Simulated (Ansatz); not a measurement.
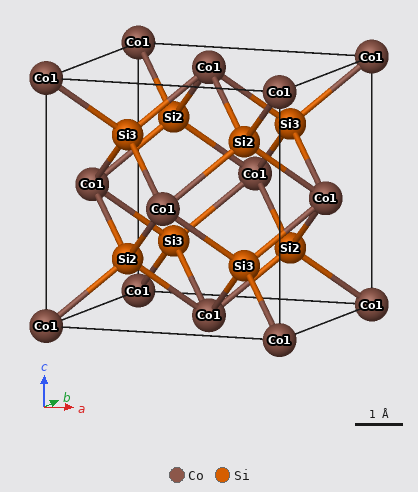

The input geometry (ball-and-stick view of the cell 4 times as large as that of the calculation, set on its symmetry axes, seen slightly off an axis; atoms are numbered from 1 in the order of the input). An atom can appear more than once, as a periodic image. Near neighbours in the periodic cell (some may lie outside the picture): Co has 8 Si at 2.32 Å; Si has 4 Co at 2.32 Å.

CoSi2: geometry relaxation (part 1 of 2)

CoSi2 (3 atoms in the cell), computed with DFT PBE+D3(BJ), scalar-relativistic, plane waves, PAW, PAW set soft_1, no spin polarisation (Ansatz 0.2.0).

The structure derives from an entry of the Crystallography Open Database. Figures and captions count atoms from 1; the log counts them from 0 in places.

Input
```yaml
crystal:
  lattice:
    - [0.0, 2.6825, 2.6825]
    - [2.6825, 0.0, 2.6825]
    - [2.6825, 2.6825, 0.0]
  atoms:
    - { symbol: Co, position: [0.0, 0.0, 0.0] }
    - { symbol: Si, position: [0.25, 0.25, 0.25] }
    - { symbol: Si, position: [0.75, 0.75, 0.75] }
basis:
  ecutwfc: 420
kpoints:
  mp_grid: { grid: [14, 14, 14] }
hamiltonian:
  xc: pbe
  pseudopotentials: { kind: paw, azcp: { folder: soft_1 } }
  dispersion: d3bj
scf:
  occupations: { method: gaussian, width: 0.1 }
output:
  forces: true
  stress: true
  eigenvalues: true
relax:
  adjacent_minimum: "off"
  f_tol: 0.005
  max_steps: 80
  cell: { stress_tol: 0.05 }
```

Launched with:
```bash
ansatz run input.yaml --threads 1 --pin off --max-ram 3072MiB --backend cpu --events-out ev --progress --plain --runs-dir out
```

What the program printed
```
Engine: ansatz 0.2.0, aarch64-unknown-linux-gnu
Pseudopotentials: kind: paw
Pseudopotential: Co, paw, valence charge 17, recommended cutoff 420 eV (normal), [file]
Pseudopotential: Si, paw, valence charge 4, recommended cutoff 420 eV (normal), [file]
Functional definition: PBE
  parameter kappa = 0.804
  parameter beta = 0.06672455060314922
  exchange = pbe_x(kappa = kappa, mu = beta*pi^2/3)
  correlation = pbe_c(beta = beta)
Crystal: 3 atoms, lattice volume = 38.606 Å³
Basis set: ecut = 420 eV, 749 PW (Γ), exchange–correlation on 54×54×54 points (8 copies of the dense FFT grid, shifted against one another)
Bands: 17, of which v1, the nominal top of the filled ones, is band 13 counted from 1 (12 counted from 0)
Symmetry: 48 space group operations
Space group: Fm-3m (ITA 225), of the structure as read, at distance tolerance 3.4e-5 Å
k-points: 104 of 2744
Non-local potential: Co, projectors of the file, l = 0: 3, l = 1: 2, l = 2: 3, l = 3: 1
Non-local potential: Si, projectors of the file, l = 0: 2, l = 1: 2, l = 2: 1
PAW form: soft (Blöchl's): semilocal exchange-correlation on the pseudo side does not see the compensation charge
PAW one-centre angular grid: Co, 590 points (default); XC on 64 Gauss nodes
PAW one-centre angular grid: Si, 110 points (default); XC on 64 Gauss nodes
Initial density: superposition of atomic densities (chi_scale 0.1, normalization cell, long waves kept (reshape's long-wave potential 0.00 eV rms))
Initial wavefunctions: pseudopotential atomic-orbital guess
Functional: x = pbe(κ = 0.804, μ = 0.2195149727645171), c = pbe(β = 0.06672455060314922)
SCF iter   1: F=—  HF=-6401.806433 eV  |F-HF|=—  |Δ(HF+E_count)|=         —  Δρ=1.50e-1  dr2=9.33e0  ethr=3.10e-3  ⟨swp⟩=5.5  Hψ=9130  notcnv=0
preconditioner: auto → Kerker (q_TF=auto, 2.538 Å⁻¹)  [metal: Δε(μ)=0.013 eV  Ē_g=8.704 eV  σ=0.100 eV  W_gap=0.07  n_scr=14 (ndim 8)  ℏωp=24.6 eV  f_vac=0.000  D(μ)=1.23/eV (n_scr^D=14)]
SCF iter   2: F=—  HF=-6400.973552 eV  |F-HF|=—  |Δ(HF+E_count)|=   8.33e-1  Δρ=5.94e-2  dr2=2.10e0  ethr=3.10e-3  ⟨swp⟩=2.2  Hψ=3477  notcnv=0  defer=41
SCF iter   3: F=—  HF=-6400.531089 eV  |F-HF|=—  |Δ(HF+E_count)|=   4.42e-1  Δρ=2.14e-2  dr2=2.67e-1  ethr=3.10e-3  ⟨swp⟩=2.5  Hψ=3047  notcnv=0  defer=40
SCF iter   4: F=—  HF=-6400.499693 eV  |F-HF|=—  |Δ(HF+E_count)|=   3.14e-2  Δρ=9.82e-3  dr2=2.76e-2  ethr=1.07e-3  ⟨swp⟩=2.0  Hψ=2957  notcnv=0  defer=39
SCF iter   5: F=—  HF=-6400.500401 eV  |F-HF|=—  |Δ(HF+E_count)|=   7.08e-4  Δρ=3.47e-3  dr2=5.89e-3  ethr=1.10e-4  ⟨swp⟩=1.1  Hψ=1844  notcnv=0  defer=39
SCF iter   6: F=—  HF=-6400.500082 eV  |F-HF|=—  |Δ(HF+E_count)|=   3.19e-4  Δρ=7.62e-4  dr2=4.09e-4  ethr=2.36e-5  ⟨swp⟩=1.1  Hψ=1803  notcnv=0  defer=39
SCF iter   7: F=—  HF=-6400.500249 eV  |F-HF|=—  |Δ(HF+E_count)|=   1.68e-4  Δρ=1.73e-4  dr2=1.85e-5  ethr=1.64e-6  ⟨swp⟩=2.2  Hψ=2304  notcnv=0  defer=39
SCF iter   8: F=—  HF=-6400.500238 eV  |F-HF|=—  |Δ(HF+E_count)|=   1.15e-5  Δρ=2.03e-5  dr2=2.41e-7  ethr=7.41e-8  ⟨swp⟩=2.0  Hψ=2348  notcnv=0  defer=39
SCF iter   9: F=-6400.500238 eV  HF=-6400.500238 eV  |F-HF|=1.95e-9  |Δ(HF+E_count)|=   2.68e-7  Δρ=3.47e-6  dr2=3.54e-9  ethr=4.00e-10  ⟨swp⟩=7.1  Hψ=8465  notcnv=0
SCF 1 converged in 9 iterations: F = -6400.500238 eV  dr2 = 3.54e-9
  greatest PAW one-centre occupation: 1.000 electrons in one spin orbital (limit 2), on the Co atom at site 0 (counted from 0), in its partial waves of l = 0
relax step   1: F+E_penalty+E_count = -6400.50023827 eV  Δ(F+E_penalty+E_count) = +0.000e0 eV  max|allowed force component| = 4.318e-17 eV/Å  Δτ_max = 0.0000 Å  P = -6.116 GPa  Ω = 38.606 Å³  (9 SCF iters, dr2 threshold 1.00e-7 eV, accepted)
Crystal: 3 atoms, lattice volume = 37.841 Å³
Basis set: ecut = 420 eV, 725 PW (Γ), exchange–correlation on 54×54×54 points (8 copies of the dense FFT grid, shifted against one another)
Initial density: handed on by an earlier stage of this run
Initial wavefunctions: those handed on with the density
iter 1 solved again at ethr=6.01e-6 eV; its pass at ethr=3.10e-3 eV (dr2=1.50e-3 eV) is discarded
SCF iter   1: F=—  HF=-6400.521845 eV  |F-HF|=—  |Δ(HF+E_count)|=         —  Δρ=1.87e-3  dr2=1.74e-3  ethr=6.01e-6  ⟨swp⟩=1.0  Hψ=10282  notcnv=0
preconditioner: auto → Kerker (q_TF=auto, 2.546 Å⁻¹)  [metal: Δε(μ)=0.012 eV  Ē_g=8.286 eV  σ=0.100 eV  W_gap=0.07  n_scr=14 (ndim 8)  ℏωp=24.9 eV  f_vac=0.000  D(μ)=1.02/eV (n_scr^D=8)]
SCF iter   2: F=—  HF=-6400.521680 eV  |F-HF|=—  |Δ(HF+E_count)|=   1.65e-4  Δρ=1.13e-3  dr2=7.47e-4  ethr=6.01e-6  ⟨swp⟩=1.0  Hψ=1768  notcnv=0
SCF iter   3: F=—  HF=-6400.521543 eV  |F-HF|=—  |Δ(HF+E_count)|=   1.37e-4  Δρ=3.17e-4  dr2=5.79e-5  ethr=2.99e-6  ⟨swp⟩=1.0  Hψ=1768  notcnv=0
SCF iter   4: F=—  HF=-6400.521518 eV  |F-HF|=—  |Δ(HF+E_count)|=   2.58e-5  Δρ=1.65e-4  dr2=1.00e-5  ethr=2.32e-7  ⟨swp⟩=2.1  Hψ=2481  notcnv=0
SCF iter   5: F=—  HF=-6400.521521 eV  |F-HF|=—  |Δ(HF+E_count)|=   3.56e-6  Δρ=3.46e-5  dr2=7.02e-7  ethr=4.01e-8  ⟨swp⟩=2.0  Hψ=2111  notcnv=0
SCF iter   6: F=-6400.521522 eV  HF=-6400.521522 eV  |F-HF|=6.59e-8  |Δ(HF+E_count)|=   5.33e-7  Δρ=1.57e-5  dr2=1.00e-7  ethr=1.20e-9  ⟨swp⟩=5.0  Hψ=7409  notcnv=0
SCF 2 converged in 6 iterations: F = -6400.521522 eV  dr2 = 1.00e-7
  greatest PAW one-centre occupation: 1.000 electrons in one spin orbital (limit 2), on the Co atom at site 0 (counted from 0), in its partial waves of l = 1
relax step   2: F+E_penalty+E_count = -6400.52152166 eV  Δ(F+E_penalty+E_count) = -2.128e-2 eV  max|allowed force component| = 1.087e-16 eV/Å  Δτ_max = 0.0000 Å  P = -2.630 GPa  Ω = 37.841 Å³  energy of the carried Pulay correction = +2.511e-4 eV  (6 SCF iters, dr2 threshold 3.00e-7 eV, accepted)
Crystal: 3 atoms, lattice volume = 37.284 Å³
iter 1 solved again at ethr=3.41e-6 eV; its pass at ethr=3.10e-3 eV (dr2=8.52e-4 eV) is discarded
SCF iter   1: F=—  HF=-6400.526235 eV  |F-HF|=—  |Δ(HF+E_count)|=         —  Δρ=1.40e-3  dr2=9.48e-4  ethr=3.41e-6  ⟨swp⟩=1.2  Hψ=10274  notcnv=0
preconditioner: auto → Kerker (q_TF=auto, 2.552 Å⁻¹)  [metal: Δε(μ)=0.095 eV  Ē_g=8.385 eV  σ=0.100 eV  W_gap=0.41  n_scr=14 (ndim 8)  ℏωp=25.1 eV  f_vac=0.000  D(μ)=1.01/eV (n_scr^D=8)]
SCF iter   2: F=—  HF=-6400.526148 eV  |F-HF|=—  |Δ(HF+E_count)|=   8.66e-5  Δρ=8.43e-4  dr2=4.08e-4  ethr=3.41e-6  ⟨swp⟩=1.0  Hψ=1768  notcnv=0
SCF iter   3: F=—  HF=-6400.526077 eV  |F-HF|=—  |Δ(HF+E_count)|=   7.14e-5  Δρ=2.44e-4  dr2=3.34e-5  ethr=1.63e-6  ⟨swp⟩=1.0  Hψ=1768  notcnv=0
SCF iter   4: F=—  HF=-6400.526050 eV  |F-HF|=—  |Δ(HF+E_count)|=   2.67e-5  Δρ=1.25e-4  dr2=5.58e-6  ethr=1.34e-7  ⟨swp⟩=2.1  Hψ=2449  notcnv=0
SCF iter   5: F=—  HF=-6400.526052 eV  |F-HF|=—  |Δ(HF+E_count)|=   1.99e-6  Δρ=2.64e-5  dr2=3.95e-7  ethr=2.23e-8  ⟨swp⟩=2.0  Hψ=2107  notcnv=0
SCF iter   6: F=-6400.526052 eV  HF=-6400.526052 eV  |F-HF|=3.52e-8  |Δ(HF+E_count)|=   2.98e-7  Δρ=1.17e-5  dr2=5.40e-8  ethr=1.20e-9  ⟨swp⟩=4.8  Hψ=6961  notcnv=0
SCF 3 converged in 6 iterations: F = -6400.526052 eV  dr2 = 5.40e-8
relax step   3: F+E_penalty+E_count = -6400.52605241 eV  Δ(F+E_penalty+E_count) = -4.531e-3 eV  max|allowed force component| = 1.334e-16 eV/Å  Δτ_max = 0.0000 Å  P = +0.170 GPa  Ω = 37.284 Å³  energy of the carried Pulay correction = +4.373e-4 eV  (6 SCF iters, dr2 threshold 3.00e-7 eV, accepted)
Crystal: 3 atoms, lattice volume = 37.317 Å³
iter 1 solved again at ethr=1.42e-8 eV; its pass at ethr=3.10e-3 eV (dr2=3.54e-6 eV) is discarded
SCF iter   1: F=—  HF=-6400.526085 eV  |F-HF|=—  |Δ(HF+E_count)|=         —  Δρ=8.23e-5  dr2=3.14e-6  ethr=1.42e-8  ⟨swp⟩=2.0  Hψ=9954  notcnv=0
preconditioner: auto → Kerker (q_TF=auto, 2.552 Å⁻¹)  [metal: Δε(μ)=0.097 eV  Ē_g=8.374 eV  σ=0.100 eV  W_gap=0.42  n_scr=14 (ndim 8)  ℏωp=25.1 eV  f_vac=0.000  D(μ)=1.01/eV (n_scr^D=8)]
SCF iter   2: F=—  HF=-6400.526059 eV  |F-HF|=—  |Δ(HF+E_count)|=   2.60e-5  Δρ=4.93e-5  dr2=1.31e-6  ethr=1.26e-8  ⟨swp⟩=1.0  Hψ=1768  notcnv=0
SCF iter   3: F=—  HF=-6400.526058 eV  |F-HF|=—  |Δ(HF+E_count)|=   3.05e-7  Δρ=1.55e-5  dr2=1.23e-7  ethr=5.24e-9  ⟨swp⟩=1.0  Hψ=1768  notcnv=0
iter 4 did not close the SCF: its close was put off for the readings that it lacked (scf_convergence_deferred on its scf_iter line)
SCF iter   4: F=-6400.526058 eV  HF=-6400.526058 eV  |F-HF|=5.76e-9  |Δ(HF+E_count)|=   2.13e-9  Δρ=5.45e-6  dr2=1.21e-8  ethr=4.93e-10  ⟨swp⟩=1.9  Hψ=2335  notcnv=0
iter 5 did not close the SCF: its close was put off for the readings that it lacked (scf_convergence_deferred on its scf_iter line)
SCF iter   5: F=-6400.526058 eV  HF=-6400.526058 eV  |F-HF|=6.44e-10  |Δ(HF+E_count)|=   6.39e-9  Δρ=2.28e-6  dr2=2.47e-9  ethr=4.83e-11  ⟨swp⟩=2.3  Hψ=2319  notcnv=0
SCF iter   6: F=-6400.526058 eV  HF=-6400.526058 eV  |F-HF|=8.00e-11  |Δ(HF+E_count)|=   1.28e-9  Δρ=6.35e-7  dr2=1.70e-10  ethr=9.86e-12  ⟨swp⟩=1.5  Hψ=4881  notcnv=0
SCF 4 converged in 6 iterations: F = -6400.526058 eV  dr2 = 1.70e-10
relax step   4: F+E_penalty+E_count = -6400.52605837 eV  Δ(F+E_penalty+E_count) = -5.966e-6 eV  max|allowed force component| = 1.457e-16 eV/Å  Δτ_max = 0.0000 Å  P = -0.005 GPa  Ω = 37.317 Å³  energy of the carried Pulay correction = +4.260e-4 eV  (6 SCF iters, dr2 threshold 7.26e-8 eV, accepted)
Initial wavefunctions: pseudopotential atomic-orbital guess (no wavefunctions were taken with the density)
iter 1 solved again at ethr=8.08e-7 eV; its pass at ethr=3.10e-3 eV (dr2=2.02e-4 eV) is discarded
SCF iter   1: F=—  HF=-6400.525652 eV  |F-HF|=—  |Δ(HF+E_count)|=         —  Δρ=4.50e-5  dr2=1.39e-7  ethr=8.08e-7  ⟨swp⟩=3.1  Hψ=13635  notcnv=0
eigensolver tolerance schedule: the retry pair's looser diagonalisation over-reported the residual by 1455.14 of it (diagonalisation noise at 0.61 of the residual, at the tolerance the schedule requests for it); recorded, not acted on — ethr = c·dr2/N_el stays at c = 1.0e-1
SCF iter   2: F=—  HF=-6400.525623 eV  |F-HF|=—  |Δ(HF+E_count)|=   2.94e-5  Δρ=4.10e-5  dr2=3.33e-7  ethr=5.55e-10  ⟨swp⟩=2.1  Hψ=3070  notcnv=0
SCF iter   3: F=—  HF=-6400.525623 eV  |F-HF|=—  |Δ(HF+E_count)|=   2.00e-8  Δρ=6.18e-6  dr2=1.98e-9  ethr=5.55e-10  ⟨swp⟩=2.5  Hψ=2654  notcnv=0
SCF iter   4: F=—  HF=-6400.525623 eV  |F-HF|=—  |Δ(HF+E_count)|=   3.01e-9  Δρ=2.23e-6  dr2=8.14e-10  ethr=7.91e-12  ⟨swp⟩=2.0  Hψ=2960  notcnv=0
SCF iter   5: F=—  HF=-6400.525623 eV  |F-HF|=—  |Δ(HF+E_count)|=  9.85e-10  Δρ=9.78e-7  dr2=2.57e-10  ethr=3.25e-12  ⟨swp⟩=2.2  Hψ=3059  notcnv=0
SCF iter   6: F=-6400.525623 eV  HF=-6400.525623 eV  |F-HF|=4.55e-12  |Δ(HF+E_count)|=  3.18e-11  Δρ=1.90e-7  dr2=1.13e-11  ethr=1.00e-12  ⟨swp⟩=5.0  Hψ=7899  notcnv=0
SCF 5 converged in 6 iterations: F = -6400.525623 eV  dr2 = 1.13e-11
relax step   5: F+E_penalty+E_count = -6400.52562307 eV  Δ(F+E_penalty+E_count) = +4.353e-4 eV  max|allowed force component| = 1.426e-16 eV/Å  Δτ_max = 0.0000 Å  P = -0.001 GPa  Ω = 37.317 Å³  stress off target by 1.11e-3 GPa  SCF on the basis re-selected at this cell (its energy is not comparable with the rows above)  (6 SCF iters)
```
